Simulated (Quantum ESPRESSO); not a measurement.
# H on fcc sites of Pt(111): a series in the coverage, part 8 of 9

Wanted: a table for H on fcc sites of Pt(111) against the coverage, and what can be fitted to it.

Quantum ESPRESSO 7.5; plane-wave DFT, PBE, GBRV ultrasoft pseudopotentials.

So far. Step 8 (Self-consistent run, 0.1111 ML): Inside the slab this potential holds the local part of the pseudopotentials, which can be repulsive at the nuclei; only its value in the vacuum has a meaning of its own. Step 9 (Relaxation with pw.x, 0.75 ML): The relaxation lowers the energy by 15 meV an atom. On the free atoms the largest force ends at 0.025 eV/Å.

### Step 10. SCF with pw.x, 0.75 ML

File m7.esm.in:

```
&control
  prefix = 'm7.esm'
  outdir = './out'
  pseudo_dir = './pseudo'
  calculation = 'scf'
  tprnfor = .true.
/
&system
  ibrav = 0
  nat = 15
  ntyp = 2
  ecutwfc = 40
  ecutrho = 200
  occupations = 'smearing'
  smearing = 'mv'
  degauss = 0.02
  assume_isolated = 'esm'
  esm_bc = 'bc1'
/
&electrons
  conv_thr = 1e-07
  mixing_beta = 0.25
  electron_maxstep = 160
  mixing_mode = 'local-TF'
  mixing_ndim = 12
/
ATOMIC_SPECIES
  Pt  195.0840  pt_pbe_v1.4.uspp.F.UPF
  H   1.0080  h_pbe_v1.4.uspp.F.UPF
CELL_PARAMETERS angstrom
  5.60837119019761 0.00000000000000 0.00000000000000
  2.80418559509881 4.85699192456390 0.00000000000000
  0.00000000000000 0.00000000000000 19.52612243497535
ATOMIC_POSITIONS crystal
  Pt  0.000000000000 0.500000000000 -0.142503378600
  Pt  0.500000000000 0.000000000000 -0.142503378600
  Pt  0.500000000000 0.500000000000 -0.142503378600
  Pt  0.000000000000 0.000000000000 -0.142503378600
  Pt  0.166666666700 0.666666666700 -0.025244667400
  Pt  0.666666666700 0.166666666700 -0.025244667400
  Pt  0.666666666700 0.666666666700 -0.025244667400
  Pt  0.166666666700 0.166666666700 -0.025244667400
  Pt  0.836039736300 0.327920527300 0.094977090200
  Pt  0.327920527300 0.836039736300 0.094977090200
  Pt  0.333333333300 0.333333333300 0.098335348100
  Pt  0.836039736300 0.836039736300 0.094977090200
  H   -0.005561378000 0.502780689000 0.142503378600
  H   0.502780689000 -0.005561378000 0.142503378600
  H   0.502780689000 0.502780689000 0.142503378600
K_POINTS automatic
  5 5 1 0 0 0
```

Launch:

```
OMP_NUM_THREADS=1 mpirun -n 16 pw.x -nk 2 -in m7.esm.in > m7.esm.out
```

Output:

```text
[banner, memory and clock lines left out]
Program PWSCF v.7.5 starts
[...]
Message from routine setup:
[...]
number of electrons       =       195.00
     number of Kohn-Sham states=          118
     kinetic-energy cutoff     =      40.0000  Ry
     charge density cutoff     =     200.0000  Ry
[...]
number of k points=     5  Marzari-Vanderbilt smearing, width (Ry)=  0.0200
[...]
Dense  grid:   171257 G-vectors     FFT dimensions: (  48,  48, 180)
[...]
negative rho (up, down):  2.262E+00 0.000E+00
     Starting wfcs are  147 randomized atomic wfcs
[...]
negative rho (up, down):  2.215E+00 0.000E+00
[...]
estimated scf accuracy    <      20.43717854 Ry
[...]
negative rho (up, down):  2.185E+00 0.000E+00
[...]
estimated scf accuracy    <       9.40371190 Ry
[...]
negative rho (up, down):  2.203E+00 0.000E+00
[...]
estimated scf accuracy    <       3.01676135 Ry
[...]
negative rho (up, down):  2.221E+00 0.000E+00
[...]
estimated scf accuracy    <       0.75396266 Ry
[...]
negative rho (up, down):  2.238E+00 0.000E+00
[...]
estimated scf accuracy    <       0.30450824 Ry
[...]
negative rho (up, down):  2.289E+00 0.000E+00
[...]
estimated scf accuracy    <       0.11544442 Ry
[...]
negative rho (up, down):  2.311E+00 0.000E+00
[...]
estimated scf accuracy    <       0.10491155 Ry
[...]
negative rho (up, down):  2.310E+00 0.000E+00
[...]
estimated scf accuracy    <       0.03193101 Ry
[...]
negative rho (up, down):  2.289E+00 0.000E+00
[...]
estimated scf accuracy    <       0.02848214 Ry
[...]
negative rho (up, down):  2.190E+00 0.000E+00
[...]
estimated scf accuracy    <       0.02318104 Ry
[...]
negative rho (up, down):  2.166E+00 0.000E+00
[...]
estimated scf accuracy    <       0.05165916 Ry
[...]
negative rho (up, down):  2.141E+00 0.000E+00
[...]
estimated scf accuracy    <       0.03584684 Ry
[...]
negative rho (up, down):  2.108E+00 0.000E+00
[...]
estimated scf accuracy    <       0.04980263 Ry
[...]
negative rho (up, down):  2.111E+00 0.000E+00
[...]
estimated scf accuracy    <       0.00549477 Ry
[...]
negative rho (up, down):  2.112E+00 0.000E+00
[...]
estimated scf accuracy    <       0.01015684 Ry
[...]
negative rho (up, down):  2.098E+00 0.000E+00
[...]
estimated scf accuracy    <       0.01398653 Ry
[...]
negative rho (up, down):  2.098E+00 0.000E+00
[...]
estimated scf accuracy    <       0.00140817 Ry
[...]
negative rho (up, down):  2.098E+00 0.000E+00
[...]
estimated scf accuracy    <       0.00040101 Ry
[...]
negative rho (up, down):  2.098E+00 0.000E+00
[...]
estimated scf accuracy    <       0.00037002 Ry
[...]
negative rho (up, down):  2.095E+00 0.000E+00
[...]
estimated scf accuracy    <       0.00024756 Ry
[...]
negative rho (up, down):  2.093E+00 0.000E+00
[...]
estimated scf accuracy    <       0.00003766 Ry
[...]
negative rho (up, down):  2.093E+00 0.000E+00
[...]
estimated scf accuracy    <       0.00006764 Ry
[...]
negative rho (up, down):  2.093E+00 0.000E+00
[...]
estimated scf accuracy    <       0.00000687 Ry
[...]
negative rho (up, down):  2.093E+00 0.000E+00
[...]
estimated scf accuracy    <       0.00000394 Ry
[...]
negative rho (up, down):  2.093E+00 0.000E+00
[...]
estimated scf accuracy    <       0.00000252 Ry
[...]
negative rho (up, down):  2.093E+00 0.000E+00
[...]
estimated scf accuracy    <       0.00000012 Ry
[...]
negative rho (up, down):  2.093E+00 0.000E+00
[...]
estimated scf accuracy    <       0.00000073 Ry
[...]
negative rho (up, down):  2.093E+00 0.000E+00
[...]
estimated scf accuracy    <       0.00000020 Ry
[...]
negative rho (up, down):  2.093E+00 0.000E+00
[...]
the Fermi energy is    -5.6378 ev
!    total energy              =   -2531.54124138 Ry
     estimated scf accuracy    <       0.00000005 Ry
     smearing contrib. (-TS)   =       0.00600503 Ry
     internal energy E=F+TS    =   -2531.54724641 Ry
[...]
one-electron contribution =   20784.23568753 Ry
     hartree contribution      =  -10413.31117329 Ry
     xc contribution           =    -684.25825289 Ry
     ewald contribution        =  -12218.21350775 Ry
     convergence has been achieved in  29 iterations
     negative rho (up, down):  2.093E+00 0.000E+00
[...]
Total force =     0.030004     Total SCF correction =     0.001446
[...]
```

Run time: 86 s. Hardware: 16 MPI ranks of Arm Neoverse V2, shared host; peak memory 1.7 GiB.

This step gave:

* free energy: -34443.3733 eV
* Fermi energy: -5.638 eV
* vacuum line at the lower end of the cell, over the Fermi level: 5.802 eV
* vacuum line at the upper end of the cell, over the Fermi level: 5.474 eV

Inside the slab this potential holds the local part of the pseudopotentials, which can be repulsive at the nuclei; only its value in the vacuum has a meaning of its own.

### Step 11. Relaxation with pw.x, 1 ML

System of this step: Pt(111), 3 layers, 1 sites a cell, 1 H on fcc sites. The cell holds 4 atoms: 3 Pt and 1 H. Cell: a = 2.804 Å, b = 2.804 Å, c = 19.526 Å, α = 90.0°, β = 90.0°, γ = 60.0°. It derives from Pt. Vacuum lies along c.

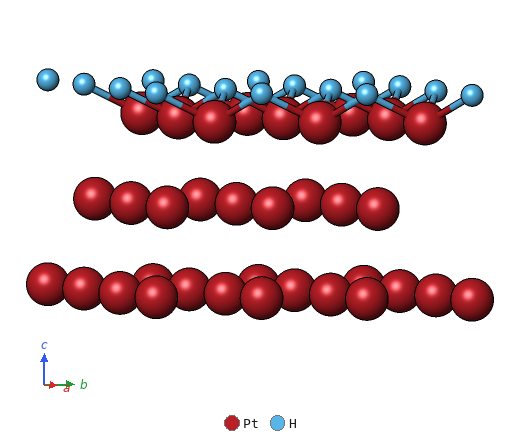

The cell of this step (platinum red, hydrogen blue). Bonds to atoms that aren't drawn are left out. 3×3×1 cells are drawn. Some periodic images of atoms are drawn too.

File m8.relax.in:

```
&control
  prefix = 'm8.relax'
  outdir = './out'
  pseudo_dir = './pseudo'
  nstep = 70
  forc_conv_thr = 0.0015
  calculation = 'relax'
/
&system
  ibrav = 0
  nat = 4
  ntyp = 2
  ecutwfc = 40
  ecutrho = 200
  occupations = 'smearing'
  smearing = 'mv'
  degauss = 0.02
/
&electrons
  conv_thr = 1e-07
  mixing_beta = 0.3
  electron_maxstep = 120
  mixing_mode = 'local-TF'
/
&ions
/
ATOMIC_SPECIES
  Pt  195.0840  pt_pbe_v1.4.uspp.F.UPF
  H   1.0080  h_pbe_v1.4.uspp.F.UPF
CELL_PARAMETERS angstrom
  2.80418559509881 0.00000000000000 0.00000000000000
  1.40209279754940 2.42849596228195 0.00000000000000
  0.00000000000000 0.00000000000000 19.52612243497535
ATOMIC_POSITIONS crystal
  Pt  0.000000000000 0.000000000000 0.362675081000 0 0 0
  Pt  0.333333333400 0.333333333400 0.479933792160 0 0 0
  Pt  0.666666666700 0.666666666700 0.597192503320
  H   0.000000000000 0.000000000000 0.637324919000
K_POINTS automatic
  9 9 1 0 0 0
```

Launch:

```
OMP_NUM_THREADS=1 mpirun -n 16 pw.x -nk 4 -in m8.relax.in > m8.relax.out
```

Output:

```text
[banner, memory and clock lines left out]
Program PWSCF v.7.5 starts
[...]
Message from routine setup:
[...]
number of electrons       =        49.00
     number of Kohn-Sham states=           30
     kinetic-energy cutoff     =      40.0000  Ry
     charge density cutoff     =     200.0000  Ry
[...]
number of k points=    12  Marzari-Vanderbilt smearing, width (Ry)=  0.0200
[...]
Dense  grid:    42785 G-vectors     FFT dimensions: (  24,  24, 180)
[...]
negative rho (up, down):  5.653E-01 0.000E+00
     Starting wfcs are   37 randomized atomic wfcs
[...]
negative rho (up, down):  5.392E-01 0.000E+00
[...]
estimated scf accuracy    <       6.13983468 Ry
[...]
negative rho (up, down):  5.216E-01 0.000E+00
[...]
estimated scf accuracy    <       2.08093713 Ry
[...]
negative rho (up, down):  5.231E-01 0.000E+00
[...]
estimated scf accuracy    <       0.20724765 Ry
[...]
negative rho (up, down):  5.300E-01 0.000E+00
[...]
estimated scf accuracy    <       0.07393915 Ry
[...]
negative rho (up, down):  5.423E-01 0.000E+00
[...]
estimated scf accuracy    <       0.00485372 Ry
[...]
negative rho (up, down):  5.503E-01 0.000E+00
[...]
estimated scf accuracy    <       0.00992001 Ry
[...]
negative rho (up, down):  5.500E-01 0.000E+00
[...]
estimated scf accuracy    <       0.00363554 Ry
[...]
negative rho (up, down):  5.470E-01 0.000E+00
[...]
estimated scf accuracy    <       0.00339215 Ry
[...]
negative rho (up, down):  5.347E-01 0.000E+00
[...]
estimated scf accuracy    <       0.00321126 Ry
[...]
negative rho (up, down):  5.264E-01 0.000E+00
[...]
estimated scf accuracy    <       0.00190840 Ry
[...]
negative rho (up, down):  5.239E-01 0.000E+00
[...]
estimated scf accuracy    <       0.00081365 Ry
[...]
negative rho (up, down):  5.233E-01 0.000E+00
[...]
estimated scf accuracy    <       0.00007777 Ry
[...]
negative rho (up, down):  5.234E-01 0.000E+00
[...]
estimated scf accuracy    <       0.00003097 Ry
[...]
negative rho (up, down):  5.232E-01 0.000E+00
[...]
estimated scf accuracy    <       0.00001290 Ry
[...]
negative rho (up, down):  5.227E-01 0.000E+00
[...]
estimated scf accuracy    <       0.00000734 Ry
[...]
negative rho (up, down):  5.225E-01 0.000E+00
[...]
estimated scf accuracy    <       0.00000127 Ry
[...]
negative rho (up, down):  5.224E-01 0.000E+00
[...]
estimated scf accuracy    <       0.00000044 Ry
[...]
negative rho (up, down):  5.223E-01 0.000E+00
[...]
the Fermi energy is     4.0961 ev
!    total energy              =    -633.18079271 Ry
     estimated scf accuracy    <       0.00000009 Ry
     smearing contrib. (-TS)   =       0.00182844 Ry
     internal energy E=F+TS    =    -633.18262115 Ry
[...]
one-electron contribution =   -3348.62420875 Ry
     hartree contribution      =    1686.46171230 Ry
     xc contribution           =    -171.34462239 Ry
     ewald contribution        =    1200.32449768 Ry
     convergence has been achieved in  18 iterations
     negative rho (up, down):  5.223E-01 0.000E+00
[...]
Total force =     0.027919     Total SCF correction =     0.000600
[...]
negative rho (up, down):  5.223E-01 0.000E+00
[...]
negative rho (up, down):  5.223E-01 0.000E+00
[...]
estimated scf accuracy    <       0.00027223 Ry
[...]
negative rho (up, down):  5.222E-01 0.000E+00
[...]
estimated scf accuracy    <       0.00002150 Ry
[...]
negative rho (up, down):  5.222E-01 0.000E+00
[...]
estimated scf accuracy    <       0.00000609 Ry
[...]
negative rho (up, down):  5.222E-01 0.000E+00
[...]
estimated scf accuracy    <       0.00000113 Ry
[...]
negative rho (up, down):  5.222E-01 0.000E+00
[...]
estimated scf accuracy    <       0.00000032 Ry
[...]
negative rho (up, down):  5.222E-01 0.000E+00
[...]
estimated scf accuracy    <       0.00000015 Ry
[...]
negative rho (up, down):  5.223E-01 0.000E+00
[...]
the Fermi energy is     4.0975 ev
!    total energy              =    -633.18152452 Ry
     estimated scf accuracy    <       0.00000003 Ry
     smearing contrib. (-TS)   =       0.00183039 Ry
     internal energy E=F+TS    =    -633.18335491 Ry
[...]
one-electron contribution =   -3349.66014912 Ry
     hartree contribution      =    1686.98595052 Ry
     xc contribution           =    -171.34026325 Ry
     ewald contribution        =    1200.83110694 Ry
     convergence has been achieved in   7 iterations
     negative rho (up, down):  5.223E-01 0.000E+00
[...]
Total force =     0.024660     Total SCF correction =     0.000209
[...]
WARNING: bfgs curvature condition failed, Theta= 0.910
[...]
negative rho (up, down):  5.221E-01 0.000E+00
[...]
negative rho (up, down):  5.221E-01 0.000E+00
[...]
estimated scf accuracy    <       0.00041607 Ry
[...]
negative rho (up, down):  5.221E-01 0.000E+00
[...]
estimated scf accuracy    <       0.00002641 Ry
[...]
negative rho (up, down):  5.221E-01 0.000E+00
[...]
estimated scf accuracy    <       0.00000596 Ry
[...]
negative rho (up, down):  5.221E-01 0.000E+00
[...]
estimated scf accuracy    <       0.00000045 Ry
[...]
negative rho (up, down):  5.221E-01 0.000E+00
[...]
estimated scf accuracy    <       0.00000019 Ry
[...]
negative rho (up, down):  5.221E-01 0.000E+00
[...]
estimated scf accuracy    <       0.00000014 Ry
[...]
negative rho (up, down):  5.221E-01 0.000E+00
[...]
estimated scf accuracy    <       0.00000002 Ry
[...]
negative rho (up, down):  5.221E-01 0.000E+00
[...]
estimated scf accuracy    <          8.4E-09 Ry
[...]
negative rho (up, down):  5.221E-01 0.000E+00
[...]
the Fermi energy is     4.1031 ev
!    total energy              =    -633.18221931 Ry
     estimated scf accuracy    <          2.7E-09 Ry
     smearing contrib. (-TS)   =       0.00183150 Ry
     internal energy E=F+TS    =    -633.18405081 Ry
[...]
one-electron contribution =   -3349.96645539 Ry
     hartree contribution      =    1687.14335032 Ry
     xc contribution           =    -171.33507328 Ry
     ewald contribution        =    1200.97412754 Ry
     convergence has been achieved in   9 iterations
     negative rho (up, down):  5.221E-01 0.000E+00
[...]
Total force =     0.021456     Total SCF correction =     0.000067
[...]
negative rho (up, down):  5.221E-01 0.000E+00
[...]
negative rho (up, down):  5.183E-01 0.000E+00
[...]
negative rho (up, down):  5.182E-01 0.000E+00
[...]
estimated scf accuracy    <       0.00700886 Ry
[...]
negative rho (up, down):  5.183E-01 0.000E+00
[...]
estimated scf accuracy    <       0.00095027 Ry
[...]
negative rho (up, down):  5.185E-01 0.000E+00
[...]
estimated scf accuracy    <       0.00033371 Ry
[...]
negative rho (up, down):  5.186E-01 0.000E+00
[...]
estimated scf accuracy    <       0.00005833 Ry
[...]
negative rho (up, down):  5.187E-01 0.000E+00
[...]
estimated scf accuracy    <       0.00000982 Ry
[...]
negative rho (up, down):  5.186E-01 0.000E+00
[...]
estimated scf accuracy    <       0.00000362 Ry
[...]
negative rho (up, down):  5.184E-01 0.000E+00
[...]
estimated scf accuracy    <       0.00000348 Ry
[...]
negative rho (up, down):  5.184E-01 0.000E+00
[...]
estimated scf accuracy    <       0.00000034 Ry
[...]
negative rho (up, down):  5.184E-01 0.000E+00
[...]
estimated scf accuracy    <       0.00000015 Ry
[...]
negative rho (up, down):  5.183E-01 0.000E+00
[...]
estimated scf accuracy    <       0.00000005 Ry
[...]
negative rho (up, down):  5.183E-01 0.000E+00
[...]
estimated scf accuracy    <          9.1E-09 Ry
[...]
negative rho (up, down):  5.183E-01 0.000E+00
[...]
the Fermi energy is     4.1293 ev
!    total energy              =    -633.18572824 Ry
     estimated scf accuracy    <          1.6E-09 Ry
     smearing contrib. (-TS)   =       0.00182688 Ry
     internal energy E=F+TS    =    -633.18755512 Ry
[...]
one-electron contribution =   -3310.77315595 Ry
     hartree contribution      =    1667.62051926 Ry
     xc contribution           =    -171.26649001 Ry
     ewald contribution        =    1181.23157158 Ry
     convergence has been achieved in  12 iterations
     negative rho (up, down):  5.183E-01 0.000E+00
[...]
Total force =     0.014384     Total SCF correction =     0.000109
[...]
negative rho (up, down):  5.176E-01 0.000E+00
[...]
negative rho (up, down):  5.175E-01 0.000E+00
[...]
estimated scf accuracy    <       0.01936780 Ry
[...]
negative rho (up, down):  5.176E-01 0.000E+00
[...]
estimated scf accuracy    <       0.00246795 Ry
[...]
negative rho (up, down):  5.180E-01 0.000E+00
[...]
estimated scf accuracy    <       0.00082197 Ry
[...]
negative rho (up, down):  5.182E-01 0.000E+00
[...]
estimated scf accuracy    <       0.00014895 Ry
[...]
negative rho (up, down):  5.183E-01 0.000E+00
[...]
estimated scf accuracy    <       0.00002308 Ry
[...]
negative rho (up, down):  5.181E-01 0.000E+00
[...]
estimated scf accuracy    <       0.00001639 Ry
[...]
negative rho (up, down):  5.179E-01 0.000E+00
[...]
estimated scf accuracy    <       0.00001984 Ry
[...]
negative rho (up, down):  5.178E-01 0.000E+00
[...]
estimated scf accuracy    <       0.00000121 Ry
[...]
negative rho (up, down):  5.178E-01 0.000E+00
[...]
estimated scf accuracy    <       0.00000083 Ry
[...]
negative rho (up, down):  5.177E-01 0.000E+00
[...]
estimated scf accuracy    <       0.00000015 Ry
[...]
negative rho (up, down):  5.177E-01 0.000E+00
[...]
estimated scf accuracy    <       0.00000003 Ry
[...]
negative rho (up, down):  5.177E-01 0.000E+00
[...]
estimated scf accuracy    <          4.5E-09 Ry
[...]
negative rho (up, down):  5.177E-01 0.000E+00
[...]
the Fermi energy is     4.1229 ev
!    total energy              =    -633.18613848 Ry
     estimated scf accuracy    <          1.1E-09 Ry
     smearing contrib. (-TS)   =       0.00182259 Ry
     internal energy E=F+TS    =    -633.18796107 Ry
[...]
one-electron contribution =   -3289.25407621 Ry
     hartree contribution      =    1656.87331675 Ry
     xc contribution           =    -171.25466455 Ry
     ewald contribution        =    1170.44746293 Ry
     convergence has been achieved in  13 iterations
     negative rho (up, down):  5.177E-01 0.000E+00
[...]
Total force =     0.008153     Total SCF correction =     0.000007
[...]
negative rho (up, down):  5.208E-01 0.000E+00
[...]
negative rho (up, down):  5.208E-01 0.000E+00
[...]
estimated scf accuracy    <       0.00756273 Ry
[...]
negative rho (up, down):  5.208E-01 0.000E+00
[...]
estimated scf accuracy    <       0.00079614 Ry
[...]
negative rho (up, down):  5.210E-01 0.000E+00
[...]
estimated scf accuracy    <       0.00028552 Ry
[...]
negative rho (up, down):  5.211E-01 0.000E+00
[...]
estimated scf accuracy    <       0.00004925 Ry
[...]
negative rho (up, down):  5.211E-01 0.000E+00
[...]
estimated scf accuracy    <       0.00000792 Ry
[...]
negative rho (up, down):  5.211E-01 0.000E+00
[...]
estimated scf accuracy    <       0.00000304 Ry
[...]
negative rho (up, down):  5.209E-01 0.000E+00
[...]
estimated scf accuracy    <       0.00000241 Ry
[...]
negative rho (up, down):  5.209E-01 0.000E+00
[...]
estimated scf accuracy    <       0.00000034 Ry
[...]
negative rho (up, down):  5.209E-01 0.000E+00
[...]
estimated scf accuracy    <       0.00000016 Ry
[...]
negative rho (up, down):  5.208E-01 0.000E+00
[...]
estimated scf accuracy    <       0.00000004 Ry
[...]
negative rho (up, down):  5.208E-01 0.000E+00
[...]
estimated scf accuracy    <       0.00000001 Ry
[...]
negative rho (up, down):  5.208E-01 0.000E+00
[...]
the Fermi energy is     4.1162 ev
!    total energy              =    -633.18627469 Ry
     estimated scf accuracy    <          1.3E-09 Ry
     smearing contrib. (-TS)   =       0.00181426 Ry
     internal energy E=F+TS    =    -633.18808895 Ry
[...]
one-electron contribution =   -3277.68250344 Ry
     hartree contribution      =    1651.08873568 Ry
     xc contribution           =    -171.25246353 Ry
     ewald contribution        =    1164.65814233 Ry
     convergence has been achieved in  12 iterations
     negative rho (up, down):  5.208E-01 0.000E+00
[...]
Total force =     0.002062     Total SCF correction =     0.000084
[...]
negative rho (up, down):  5.213E-01 0.000E+00
[...]
negative rho (up, down):  5.213E-01 0.000E+00
[...]
estimated scf accuracy    <       0.00016827 Ry
[...]
negative rho (up, down):  5.213E-01 0.000E+00
[...]
estimated scf accuracy    <       0.00001212 Ry
[...]
negative rho (up, down):  5.213E-01 0.000E+00
[...]
estimated scf accuracy    <       0.00000437 Ry
[...]
negative rho (up, down):  5.213E-01 0.000E+00
[...]
estimated scf accuracy    <       0.00000077 Ry
[...]
negative rho (up, down):  5.213E-01 0.000E+00
[...]
estimated scf accuracy    <       0.00000013 Ry
[...]
negative rho (up, down):  5.213E-01 0.000E+00
[...]
estimated scf accuracy    <       0.00000006 Ry
[...]
negative rho (up, down):  5.213E-01 0.000E+00
[...]
estimated scf accuracy    <       0.00000002 Ry
[...]
negative rho (up, down):  5.213E-01 0.000E+00
[...]
estimated scf accuracy    <          3.8E-09 Ry
[...]
negative rho (up, down):  5.213E-01 0.000E+00
[...]
estimated scf accuracy    <          2.1E-09 Ry
[...]
negative rho (up, down):  5.213E-01 0.000E+00
[...]
the Fermi energy is     4.1142 ev
!    total energy              =    -633.18628495 Ry
     estimated scf accuracy    <          5.9E-10 Ry
     smearing contrib. (-TS)   =       0.00181302 Ry
     internal energy E=F+TS    =    -633.18809797 Ry
[...]
one-electron contribution =   -3276.68006082 Ry
     hartree contribution      =    1650.58518517 Ry
     xc contribution           =    -171.25385242 Ry
     ewald contribution        =    1164.16063010 Ry
     convergence has been achieved in  10 iterations
     negative rho (up, down):  5.213E-01 0.000E+00
[...]
Total force =     0.000253     Total SCF correction =     0.000142
[...]
```

Wall time 24 s (16 MPI ranks); peak memory 0.92 GiB; 6.3 min of CPU time.

The steps of the relaxation:

```tsv
step	energy less that of the first step (eV)	largest force (eV/Å)
1	0.0000	0.7038
2	-0.0100	0.6308
3	-0.0194	0.5514
4	-0.0312	0.4398
5	-0.0446	0.2803
6	-0.0566	0.3742
7	-0.0621	0.4086
8	-0.0672	0.3475
9	-0.0727	0.1790
10	-0.0746	0.0378
11	-0.0747	0.0065
```

The atoms that moved most (Å):

```tsv
atom	dx	dy	dz	length
H4	0.000	0.000	0.236	0.236
Pt3	0.000	0.000	0.096	0.096
```

The relaxation lowers the energy by 19 meV an atom. On the free atoms the largest force ends at 0.006 eV/Å.

This step gave:

| Item | Value |
| --- | --- |
| free energy | -8614.9383 eV |
| Fermi energy | 4.114 eV |

(Part 8 of 9 ends here.)

[Logs are printed without paths, hosts, clocks, repeated set-up lines and the standing remarks that a program may print on its own settings, such as how far it seeks lower states.]

[Hosts, paths, dates, database ids (printed as entryN), source tags and the programs' standing remarks are cut or masked in the printed files.]

[Maps of the electrostatic potential energy from Ansatz leave out the sawtooth potential of an applied field or a dipole correction, so their vacuum need not be flat; planar profiles and work functions include it.]
